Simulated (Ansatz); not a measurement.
System: Os (space group P6_3/mmc).

Calculation (Ansatz 0.2.0): third-order Birch-Murnaghan fit to density functional energies at scaled volumes of the given relaxed cell, shape and atoms relaxed at each volume; energies count from the fitted minimum; plane waves with PAW datasets, Γ-centred k mesh. All runs: no spin polarisation.

k mesh 18×18×10; occupations Gaussian; smearing width 0.1 eV.

Settings that differ: r2SCAN: wave cutoff 500 eV; PBE: wave cutoff 420 eV.

Predict the pressure against volume, with one curve for each functional. The cases: r2SCAN; PBE.

The fitted equilibrium volumes, smallest first, are r2SCAN 14.01, PBE 14.28 Å³/atom. The fitted bulk moduli, smallest first, are PBE 397, r2SCAN 428 GPa. For r2SCAN, the pressure falls from 30.62 GPa at volume 13.173 Å³/atom to −21.67 GPa at 14.855 Å³/atom, and changes sign near 14.01 Å³/atom. For PBE, the pressure falls from 68.77 GPa at volume 12.563 Å³/atom to −30.01 GPa at 15.704 Å³/atom, and changes sign near 14.28 Å³/atom.

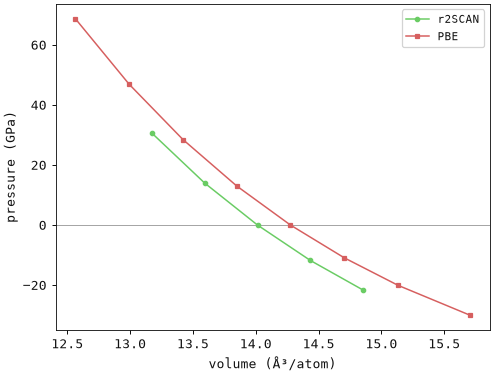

Keep in mind: far from the equilibrium volume (PBE).
